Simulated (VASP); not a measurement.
```
CELL_PARAMETERS angstrom
4.72049 0.00000 0.00000
-2.36025 4.08807 0.00000
0.00000 0.00000 12.88640
ATOMIC_POSITIONS crystal
Al 0.66667 0.33333 0.18549
Al 0.33333 0.66667 0.51883
Al 0.00000 0.00000 0.85216
Al 0.33333 0.66667 0.31451
Al 0.00000 0.00000 0.64784
Al 0.66667 0.33333 0.98117
Al 0.00000 0.00000 0.14784
Al 0.66667 0.33333 0.48117
Al 0.33333 0.66667 0.81451
Al 0.33333 0.66667 0.01883
Al 0.00000 0.00000 0.35216
Al 0.66667 0.33333 0.68549
O 0.97335 0.33333 0.08333
O 0.64001 0.66667 0.41667
O 0.30668 0.00000 0.75000
O 0.66667 0.64001 0.08333
O 0.33333 0.97335 0.41667
O 0.00000 0.30668 0.75000
O 0.35999 0.02665 0.08333
O 0.02665 0.35999 0.41667
O 0.69332 0.69332 0.75000
O 0.69332 0.00000 0.25000
O 0.35999 0.33333 0.58333
O 0.02665 0.66667 0.91667
O 0.00000 0.69332 0.25000
O 0.66667 0.02665 0.58333
O 0.33333 0.35999 0.91667
O 0.30668 0.30668 0.25000
O 0.97335 0.64001 0.58333
O 0.64001 0.97335 0.91667
```

Space group R-3c; computed pressure about 9 GPa in this cell.

Level of theory: VASP 6.6.1, Kohn-Sham DFT of a periodic cell, PBEsol, VASP PAW PBE potentials, recommended.

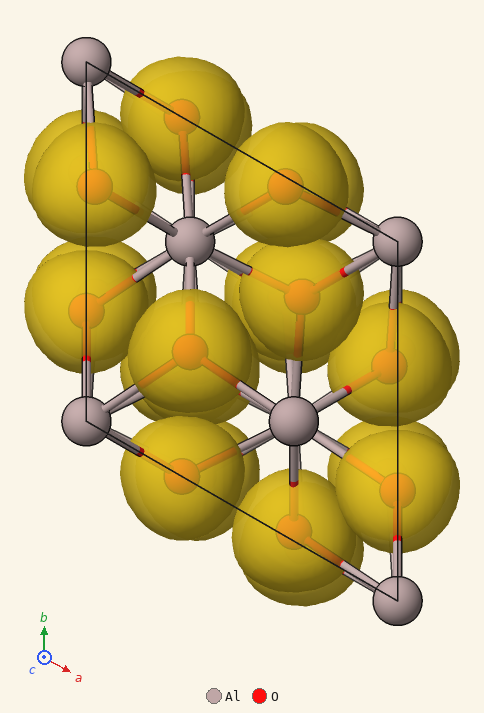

Al2O3. Isosurface of the valence pseudo-density at 0.8 e/Å³ (yellow), seen along the c axis. Sticks mark near contacts.

In a PAW calculation such maps are meaningful between the atoms, not at the nuclei.

> What does this surface tell about the bonding?

At this value the density breaks into separate islands; it holds about 65 % of the electrons treated as valence. It bridges none of the near contacts. It is pinched off along the shortest Al–O (1.84 Å) and Al–O (1.96 Å) contacts. On the grid the lowest density along these lines, outside the cores, is 0.53 e/Å³ (Al–O, 1.84 Å) and 0.42 e/Å³ (Al–O, 1.96 Å).
